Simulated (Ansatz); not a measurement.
Al2Ni

```
CELL_PARAMETERS angstrom
2.76838 0.00000 0.00000
-1.38419 2.39749 0.00000
0.00000 0.00000 12.87151
ATOMIC_POSITIONS crystal
Al 0.33333 0.66667 0.71820
Al 0.33333 0.66667 0.09510
Al 0.66667 0.33333 0.90490
Al 0.66667 0.33333 0.28180
Ni 0.33333 0.66667 0.42399
Ni 0.66667 0.33333 0.57601
```

Space group P-3m1; a structure generated by program, which may or may not match a known phase; computed without spin polarisation.

These are results of Ansatz 0.2.0, DFT PBE, scalar-relativistic, plane waves, PAW, not measurements.

Q: What will maps of the valence pseudo-density and electron localisation function show?

A: Al–Ni (2.43 Å): ρ at the midpoint is about 0.34 e/Å³; the ELF is about 0.40 at the midpoint.
Ni–Ni (2.53 Å): ρ at the midpoint is about 0.28 e/Å³; the ELF is about 0.25 at the midpoint; no localised pair shows between them.
Al–Al (2.89 Å): ρ at the midpoint is about 0.2 e/Å³; the ELF peaks at about 0.60 between the atoms.
Bader's partition of the density gives Al −0.01 to +0.90 and Ni −0.90 e.

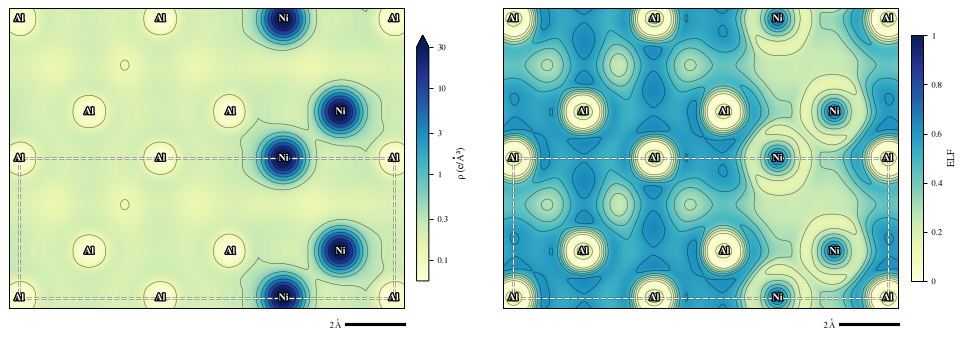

Computed valence pseudo-density and electron localisation function on the (110) plane of the conventional cell, in this order. 
